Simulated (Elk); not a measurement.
**How BAs absorbs and reflects light**

Wanted: where BAs starts to absorb, how strongly, and its refractive index.

Method: DFT, LDA, all-electron APW+lo, Dirac cores, scalar-relativistic bands, independent-particle optical response without local fields, in Elk 11.2.3 (patched build).

## Step 1: Starting point

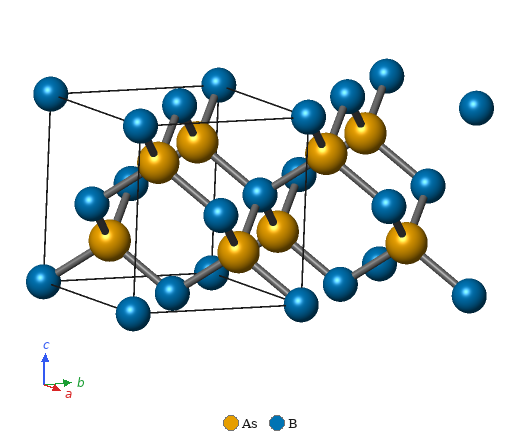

The starting structure, seen slightly off an axis (arsenic orange, boron blue). 1×2×1 cells are drawn. This picture shows the conventional cell, with its axes. Bonds to atoms that aren't drawn are left out. Some periodic images of atoms are drawn too.

Structure file:

```cif
data_structure
_symmetry_space_group_name_H-M 'F-43m'
_symmetry_Int_Tables_number 216
_cell_length_a 4.7770
_cell_length_b 4.7770
_cell_length_c 4.7770
_cell_angle_alpha 90.000
_cell_angle_beta 90.000
_cell_angle_gamma 90.000
_cell_volume 109.01
loop_
_atom_site_label
_atom_site_type_symbol
_atom_site_symmetry_multiplicity
_atom_site_Wyckoff_symbol
_atom_site_fract_x
_atom_site_fract_y
_atom_site_fract_z
_atom_site_occupancy
As1 As 4 c 0.25000 0.25000 0.25000 1
B1 B 4 a 0.00000 0.00000 0.00000 1
```

## Step 2: Ground state

First the ground state: is it a metal or has it a gap?

This step: DFT, LDA, all-electron APW+lo, Dirac cores, scalar-relativistic bands, ground state (Elk 11.2.3 (patched build)).

File elk.in:

```
tasks
  0
  120

xctype
  3

nempty
  12

lorbcnd
  .true.

rgkmax
  7.0

swidth
  0.0018375

maxscl
  100

epsengy
  1e-05

sppath
  './'

avec
  0.000000000000 4.513610848669 4.513610848669
  4.513610848669 0.000000000000 4.513610848669
  4.513610848669 4.513610848669 0.000000000000

atoms
  2
  'As.in'
  1
  0.750000000000 0.750000000000 0.750000000000   0.000 0.000 0.000
  'B.in'
  1
  0.000000000000 0.000000000000 0.000000000000   0.000 0.000 0.000

ngridk
  11 11 11
```

Run with:

```sh
$ OMP_NUM_THREADS=4 elk
```

Numbers of over 12 decimals in the logs are rounded to 6 here.

What it wrote:

```text
┌─────────────────────────┐
│ Elk code version 11.2.3 │
└─────────────────────────┘

All units are atomic (Hartree, Bohr, etc.)

┌─────────────────────────────────────────────────┐
│ Ground-state run starting from atomic densities │
└─────────────────────────────────────────────────┘

Lattice vectors :
   0.000000000       4.513610849       4.513610849
   4.513610849       0.000000000       4.513610849
   4.513610849       4.513610849       0.000000000

Reciprocal lattice vectors :
 -0.6960264761      0.6960264761      0.6960264761
  0.6960264761     -0.6960264761      0.6960264761
  0.6960264761      0.6960264761     -0.6960264761

Unit cell volume      :    183.9087250
Brillouin zone volume :    1.348768055

Muffin-tin inner radius fraction :   0.1000000000E-01

Nuclei treated as point charges

Species : 1 (As)
 parameters loaded from : As.in
 name : arsenic
 nuclear charge    :   -33.00000000
 electronic charge :    33.00000000
 atomic mass :    136573.7220
 muffin-tin radius :    2.205086662
 number of radial points in muffin-tin :    497
 inner part over the whole radius :   0.9951774363E-02
 number on inner part of muffin-tin    :    351
 approximate nuclear radius :   0.7712558785E-04
 number of mesh points to nuclear radius :    172
 atomic positions (lattice), magnetic fields (Cartesian) :
  1 :   0.00000000  0.00000000  0.00000000    0.00000000  0.00000000  0.00000000

Species : 2 (B)
 parameters loaded from : B.in
 name : boron
 nuclear charge    :   -5.000000000
 electronic charge :    5.000000000
 atomic mass :    19707.24742
 muffin-tin radius :    1.653814996
 number of radial points in muffin-tin :    297
 inner part over the whole radius :   0.9742050211E-02
 number on inner part of muffin-tin    :    202
 approximate nuclear radius :   0.4534157419E-04
 number of mesh points to nuclear radius :     82
 atomic positions (lattice), magnetic fields (Cartesian) :
  1 :   0.25000000  0.25000000  0.25000000    0.00000000  0.00000000  0.00000000

Total number of atoms per unit cell :    2
Total muffin-tin volume :    63.85972064
 ratio of muffin-tin to unit cell volume :   0.3472359488

Spin treatment :
 spin-unpolarised

Number of Bravais lattice symmetries :   48
Number of crystal symmetries         :   24
Crystal has no inversion symmetry
Complex Hermitian eigensolver will be used

k-point grid :     11    11    11
k-point offset :    0.000000000       0.000000000       0.000000000
k-point set is reduced with full crystal symmetry group
Total number of k-points :       91

Muffin-tin radius times maximum |G+k| :    7.000000000
 using average radius
Maximum |G+k| for APW functions       :    3.627975326
Maximum (1/2)|G+k|²                   :    6.581102483
Maximum |G| for potential and density :    12.00000000
Constant for pseudocharge density :    7
 order of it for each species :   14  14
 order of it for pair densities of each species (exact exchange by exxq0 0: 14) :   13   5
Radial integration step length :    1

G-vector grid sizes :     25    25    25
Number of G-vectors :     5329

Maximum angular momentum used for
 APW functions            :    8
 outer part of muffin-tin :    6
 inner part of muffin-tin :    2

Total nuclear charge    :   -38.00000000
Total core charge       :    20.00000000
Total valence charge    :    18.00000000
Total excess charge     :    0.000000000
Total electronic charge :    38.00000000

Effective Wigner radius, rₛ :    1.049325055

Number of empty states         :     24
Total number of valence states :     34
Total number of core states    :     20

Conduction state local-orbitals added automatically
Third-order local-orbitals added for an l without core states : F
Total number of local-orbitals :    117

Exchange-correlation functional :      3     0     0
 Perdew-Wang/Ceperley-Alder, Phys. Rev. B 45, 13244 (1992)
 gradient requirement :    0
 local density approximation (LDA)

Smearing type :    3
 Fermi-Dirac
Smearing width :   0.1837500000E-02
Effective electronic temperature (K) :    580.2366081

Mixing type :    3
 Broyden mixing, J. Phys. A: Math. Gen. 17, L317 (1984)

Kohn-Sham potential initialised from atomic data

┌──────────────────────────────┐
│ Self-consistent loop started │
└──────────────────────────────┘

┌─────────────────┐
│ Loop number : 1 │
└─────────────────┘

Energies :
 Fermi                       :     0.182694
 sum of occupied eigenvalues :     -1316.2236265700
 electron kinetic            :      2331.0733164192
 core electron kinetic       :      2146.8030562159
 Coulomb                     :     -4529.4423225928
 Coulomb potential           :     -3534.1505616062
 nuclear-nuclear             :     -297.55420444288
 electron-nuclear            :     -4934.9458664023
 Hartree                     :      703.05774825232
 Madelung                    :     -2762.3670417897
 xc potential                :     -113.14638138302
 exchange                    :     -81.320898746072
 correlation                 :     -3.298348
 electron entropic           :    -0.62013696793190E-11
 total energy                :     -2282.9882528927

Density of states at Fermi energy :   0.9480098097E-07
 (states/Hartree/unit cell)

Estimated indirect band gap :   0.6793508119E-01
 from k-point 1 to k-point 39
Estimated direct band gap   :   0.1452297942
 at k-point 1

Charges :
 core                        :    20.00000000
 valence                     :    18.00000000
 interstitial                :    3.129203929
 muffin-tins (core leakage)
  species : 1 (As)
   atom 1                    :    30.97267450     (  0.4986476714E-03)
  species : 2 (B)
   atom 1                    :    3.898121575     (  0.1998277797E-03)
 total in muffin-tins        :    34.87079607
 total calculated charge     :    37.99978458
 total charge                :    38.00000000
 error                       :   0.2154155559E-03

┌─────────────────┐
│ Loop number : 2 │
└─────────────────┘

Energies :
 Fermi                       :     0.184068
 sum of occupied eigenvalues :     -1316.2111559051
 electron kinetic            :      2330.9750756599
 core electron kinetic       :      2146.7355178609
 Coulomb                     :     -4529.4764903724
 Coulomb potential           :     -3534.1248439170
 nuclear-nuclear             :     -297.55420444288
 electron-nuclear            :     -4935.0392534961
 Hartree                     :      703.11696756652
 Madelung                    :     -2762.4140684139
 xc potential                :     -113.06138764800
 exchange                    :     -81.322134360885
 correlation                 :     -3.298347
 electron entropic           :    -0.67562208438023E-11
 total energy                :     -2283.1218958902

Density of states at Fermi energy :   0.1035505812E-06
 (states/Hartree/unit cell)

Estimated indirect band gap :   0.6746628223E-01
 from k-point 1 to k-point 39
Estimated direct band gap   :   0.1446568299
 at k-point 1

Charges :
 core                        :    20.00000000
 valence                     :    18.00000000
 interstitial                :    3.130243480
 muffin-tins (core leakage)
  species : 1 (As)
   atom 1                    :    30.97776364     (  0.4982268762E-03)
  species : 2 (B)
   atom 1                    :    3.891992883     (  0.1999548468E-03)
 total in muffin-tins        :    34.86975652
 total calculated charge     :    37.99978218
 total charge                :    38.00000000
 error                       :   0.2178159179E-03

RMS change in Kohn-Sham potential (target) :   0.1349361883     (  0.1000000000E-05)
Absolute change in total energy (target)   :   0.1336429975     (  0.1000000000E-04)

[... 12 loops left out ...]

┌──────────────────┐
│ Loop number : 15 │
└──────────────────┘

Energies :
 Fermi                       :     0.301180
 sum of occupied eigenvalues :     -1312.8823552774
 electron kinetic            :      2332.3640975842
 core electron kinetic       :      2146.9875916770
 Coulomb                     :     -4530.4180708544
 Coulomb potential           :     -3533.1599501673
 nuclear-nuclear             :     -297.55420444288
 electron-nuclear            :     -4937.8842862235
 Hartree                     :      705.02041981198
 Madelung                    :     -2763.8380957708
 xc potential                :     -112.08650269430
 exchange                    :     -81.345749184851
 correlation                 :     -3.297452
 electron entropic           :    -0.33127612810696E-08
 total energy                :     -2282.6971742494

Density of states at Fermi energy :   0.7576832887E-04
 (states/Hartree/unit cell)

Estimated indirect band gap :   0.4279670970E-01
 from k-point 1 to k-point 39
Estimated direct band gap   :   0.1197021543
 at k-point 1

Charges :
 core                        :    20.00000000
 valence                     :    18.00000000
 interstitial                :    3.214516955
 muffin-tins (core leakage)
  species : 1 (As)
   atom 1                    :    31.16876831     (  0.4809187560E-03)
  species : 2 (B)
   atom 1                    :    3.616714731     (  0.2000162202E-03)
 total in muffin-tins        :    34.78548304
 total calculated charge     :    37.99966077
 total charge                :    38.00000000
 error                       :   0.3392326108E-03

RMS change in Kohn-Sham potential (target) :   0.1973043906E-07 (  0.1000000000E-05)
Absolute change in total energy (target)   :   0.6485568974E-05 (  0.1000000000E-04)

Convergence targets achieved

┌──────────────────┐
│ Loop number : 16 │
└──────────────────┘

Energies :
 Fermi                       :     0.301180
 sum of occupied eigenvalues :     -1312.8823555001
 electron kinetic            :      2332.3640969275
 core electron kinetic       :      2146.9875911419
 Coulomb                     :     -4530.4180707064
 Coulomb potential           :     -3533.1599497061
 nuclear-nuclear             :     -297.55420444288
 electron-nuclear            :     -4937.8842864119
 Hartree                     :      705.02042014830
 Madelung                    :     -2763.8380958534
 xc potential                :     -112.08650272156
 exchange                    :     -81.345749196866
 correlation                 :     -3.297452
 electron entropic           :    -0.33127501228725E-08
 total energy                :     -2282.6971747713

Density of states at Fermi energy :   0.7576805250E-04
 (states/Hartree/unit cell)

Estimated indirect band gap :   0.4279672282E-01
 from k-point 1 to k-point 39
Estimated direct band gap   :   0.1197021609
 at k-point 1

Charges :
 core                        :    20.00000000
 valence                     :    18.00000000
 interstitial                :    3.214516882
 muffin-tins (core leakage)
  species : 1 (As)
   atom 1                    :    31.16876837     (  0.4809187480E-03)
  species : 2 (B)
   atom 1                    :    3.616714749     (  0.2000162152E-03)
 total in muffin-tins        :    34.78548312
 total calculated charge     :    37.99966077
 total charge                :    38.00000000
 error                       :   0.3392325554E-03

┌──────────────────────────────┐
│ Self-consistent loop stopped │
└──────────────────────────────┘

Warning : core states of species 1 leak from the muffin-tin :   0.4809187480E-03

Warning : core states of species 2 leak from the muffin-tin :   0.2000162152E-03

Wrote STATE.OUT
```

Elapsed: 15 s, on 4 threads of Arm Neoverse V1, shared host; peak memory 0.08 GiB; 53 s of CPU time.

Numbers from this step:

| Item | Value |
| --- | --- |
| total energy | -2283 Ha |
| Fermi energy | 8.196 eV |
| DOS at the Fermi level | 2.78e-6 states/eV/cell |
| gap on the k-mesh | 1.165 eV |
| direct gap on the mesh | 3.257 eV |

There is a gap, 1.16 eV on this mesh (points off the mesh can give less), so no carriers' term is needed.

## Step 3: Independent particles

With the density converged, the vertical transitions are summed over the zone.

This step: DFT, LDA, all-electron APW+lo, Dirac cores, scalar-relativistic bands, independent-particle optical response without local fields (Elk 11.2.3 (patched build)).

elk.in, as its differences from that of step 2:

```diff
@@ -1,4 +1,6 @@
 tasks
-  0
-  120
+  121
+
+optcomp
+  1 1
 
@@ -17,9 +19,7 @@
 swidth
-  0.0018375
+  0.0055124
 
-maxscl
-  100
-
-epsengy
-  1e-05
+wplot
+  400 100 0
+  0.0 0.58799
```

Run with:

```sh
$ OMP_NUM_THREADS=4 elk
```

What it wrote:

```text
┌─────────────────────────────────┐
│ Elk code version 11.2.3 started │
└─────────────────────────────────┘

┌────────────────────┐
│ Current task : 121 │
└────────────────────┘
Info(checkmt): changed muffin-tin radius of species 1 (As) from   2.4000 to   2.2051
Info(checkmt): changed muffin-tin radius of species 2 (B) from   1.8000 to   1.6538

Info(findsymcrys): atomic basis shift (lattice) :
  0.2500000000      0.2500000000      0.2500000000
See GEOMETRY.OUT for new atomic positions

Info(dielectric):
 dielectric tensor written to EPSILON_ij.OUT
 optical conductivity written to SIGMA_ij.OUT
 for components
  i = 1, j = 1

┌──────────────────┐
│ Elk code stopped │
└──────────────────┘
```

Run time: 1.4 s. Hardware: 4 threads; peak memory 0.04 GiB; 5.4 s of CPU time.

This step gave:

| Item | Value |
| --- | --- |
| electronic dielectric constant ε∞, mean over x, y and z (by symmetry where fewer were run) | 10.23 |
| main peak of Im epsilon, first axis | 5.465 eV |

The Im ε, E ∥ x has structure finer than the step of the table below, so its rows give means over 1 eV, whole bins alone (the curve runs from 0 to 16.0 eV). Peaks (eV: height): 5.5: 32.3, 6.6: 22.6.

Values under the direct gap are tails of Lorentzian lines. Table of Im ε, E ∥ x by photon energy; means over each step:

| photon energy (eV) | Im ε, E ∥ x |
| --- | --- |
| 1 | 0.109 |
| 2 | 0.309 |
| 3 | 1.64 |
| 4 | 10.1 |
| 5 | 20.9 |
| 6 | 18.0 |
| 7 | 14.0 |
| 8 | 5.07 |
| 9 | 3.73 |
| 10 | 2.71 |
| 11 | 1.50 |
| 12 | 1.50 |
| 13 | 1.12 |
| 14 | 0.965 |
| 15 | 0.741 |

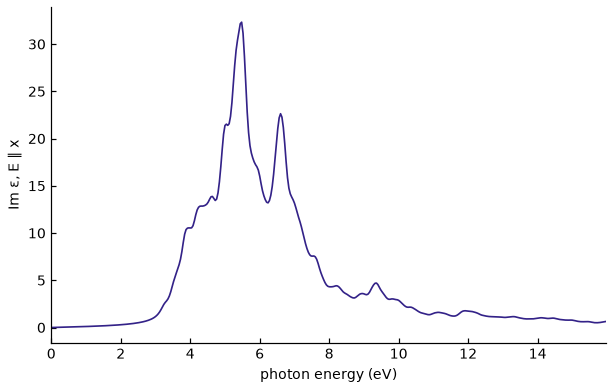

Im ε, E ∥ x, plotted against photon energy.

The Re ε, E ∥ x by photon energy:

| photon energy (eV) | Re ε, E ∥ x |
| --- | --- |
| 0 | 10.2 |
| 1 | 10.6 |
| 2 | 11.8 |
| 3 | 15.4 |
| 4 | 17.4 |
| 5 | 16.4 |
| 6 | -3.52 |
| 7 | -9.14 |
| 8 | -6.27 |
| 9 | -3.36 |
| 10 | -3.78 |
| 11 | -2.24 |
| 12 | -1.74 |
| 13 | -1.43 |
| 14 | -1.02 |
| 15 | -1.00 |

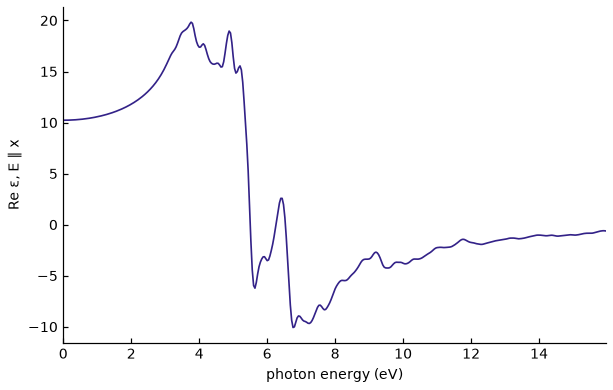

Re ε, E ∥ x, plotted against photon energy.

Table of reflectivity at normal incidence, E ∥ x by photon energy; read off at these points:

| photon energy (eV) | reflectivity at normal incidence, E ∥ x (%) |
| --- | --- |
| 0.00 | 27.4 |
| 0.50 | 27.6 |
| 1.00 | 28.0 |
| 1.50 | 28.9 |
| 2.00 | 30.2 |
| 2.50 | 32.1 |
| 3.00 | 35.4 |
| 3.50 | 40.0 |
| 4.00 | 42.1 |
| 4.50 | 43.3 |
| 5.00 | 50.0 |
| 5.50 | 60.8 |
| 5.60 | 62.1 |
| 6.00 | 54.8 |
| 6.50 | 52.8 |
| 7.00 | 64.2 |
| 7.50 | 66.1 |
| 7.84 | 70.7 |
| 8.00 | 68.1 |
| 8.50 | 64.5 |
| 9.00 | 54.1 |
| 9.50 | 59.0 |
| 10.00 | 61.0 |
| 10.50 | 66.0 |
| 10.60 | 67.3 |
| 11.00 | 58.9 |
| 11.50 | 59.8 |
| 12.00 | 48.7 |
| 12.50 | 56.6 |
| 13.00 | 53.2 |
| 13.50 | 53.3 |
| 14.00 | 45.8 |
| 14.50 | 48.7 |
| 15.00 | 51.3 |
| 15.50 | 53.1 |
| 15.60 | 55.3 |

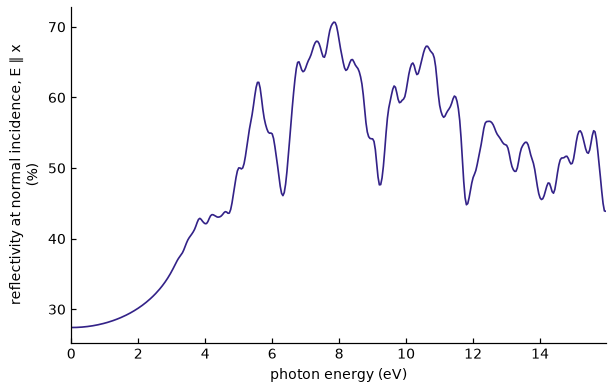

Reflectivity at normal incidence, E ∥ x, plotted against photon energy.

Values under the direct gap are tails of Lorentzian lines. Table of loss function −Im 1/ε at q → 0, E ∥ x by energy loss; read off at these points:

| energy loss (eV) | loss function −Im 1/ε at q → 0, E ∥ x |
| --- | --- |
| 0.0 | 0 |
| 1.0 | 9.5e-4 |
| 2.0 | 0.00210 |
| 3.0 | 0.00485 |
| 4.0 | 0.0255 |
| 5.0 | 0.0294 |
| 6.0 | 0.0595 |
| 7.0 | 0.0512 |
| 8.0 | 0.0744 |
| 9.0 | 0.149 |
| 10.0 | 0.128 |
| 11.0 | 0.206 |
| 11.8 | 0.342 |
| 12.0 | 0.287 |
| 13.0 | 0.336 |
| 14.0 | 0.491 |
| 15.0 | 0.482 |
| 15.9 | 0.840 |

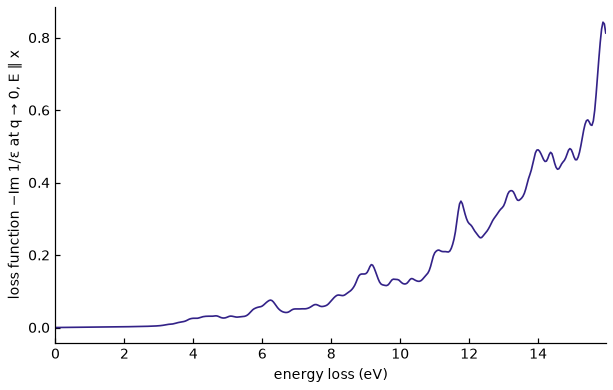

Loss function −Im 1/ε at q → 0, E ∥ x, plotted against energy loss.

Table of refractive index n and extinction k by photon energy:

| photon energy (eV) | n | k |
| --- | --- | --- |
| 0 | 3.20 | 0 |
| 1 | 3.25 | 0.0164 |
| 2 | 3.44 | 0.0426 |
| 3 | 3.93 | 0.148 |
| 4 | 4.34 | 1.21 |
| 5 | 4.66 | 2.29 |
| 6 | 2.54 | 3.16 |
| 7 | 1.86 | 3.55 |
| 8 | 0.819 | 2.64 |
| 9 | 0.877 | 2.03 |
| 10 | 0.696 | 2.06 |
| 11 | 0.479 | 1.57 |
| 12 | 0.597 | 1.45 |
| 13 | 0.427 | 1.27 |
| 14 | 0.451 | 1.11 |
| 15 | 0.365 | 1.07 |

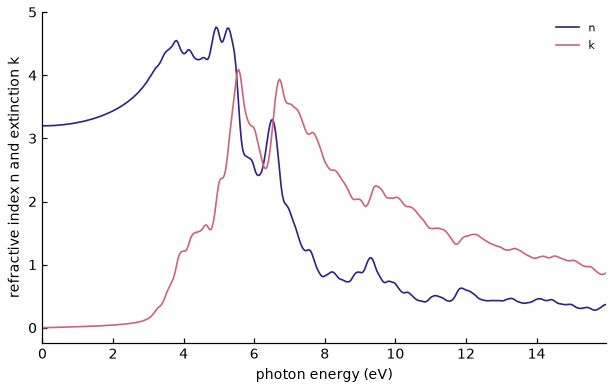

Refractive index n and extinction k against photon energy.

From ε follow the optical constants at some laser and lamp lines:

| wavelength (nm) | n | k | R (%) | 1/α |
| --- | --- | --- | --- | --- |
| 1064 | 3.27 | 0.020 | 28.3 | 4.3 µm |
| 800 | 3.33 | 0.028 | 29.0 | 2.2 µm |
| 532 | 3.55 | 0.058 | 31.4 | 726 nm |
| 450 | 3.75 | 0.096 | 33.6 | 374 nm |
| 405 | 3.99 | 0.173 | 36.0 | 186 nm |
| 365 | 4.27 | 0.389 | 38.9 | 75 nm |
| 248 | 4.66 | 2.293 | 50.0 | 8.6 nm |

Below the direct gap, k and the depth come from the tails of the Lorentzian lines, not from transitions.

Rows near the edge hang on the gap, which this functional as a rule makes too small, and phonon-assisted absorption is left out.

## Step 4: Results

```json
{
  "electronic dielectric constant ε∞, mean over x, y and z (by symmetry where fewer were run) (independent particles)": "10.2",
  "main peak of Im epsilon, first axis": "5.47 eV"
}
```

At this level (LDA, independent particles) BAs has ε∞ = 10.2 and n = 3.23 at 1550 nm, and Im ε peaks at 5.5 eV. On the mesh the gap is 1.16 eV and the least direct gap 3.26 eV, so on this mesh the band edges lie at different points. Distinct maxima of Im ε, read by a parabola through the highest points, lie at 5.47 eV (32), 6.60 eV (23) and 9.35 eV (4.7). Excitons and phonon-assisted transitions are missing, and so are local fields; LDA gaps are as a rule too small, which pulls the onset down and ε∞ up. The sum runs over mesh points, so small or evenly spaced maxima can still be ripples of the mesh.

[Machine, clock and banner lines and Python warnings are left out of the logs.]

[Logs are printed without paths, hosts, clocks, repeated set-up lines and the standing remarks that a program may print on its own settings, such as how far it seeks lower states.]

[Hosts, paths, dates, database ids (printed as entryN), source tags and the programs' standing remarks are cut or masked in the printed files.]
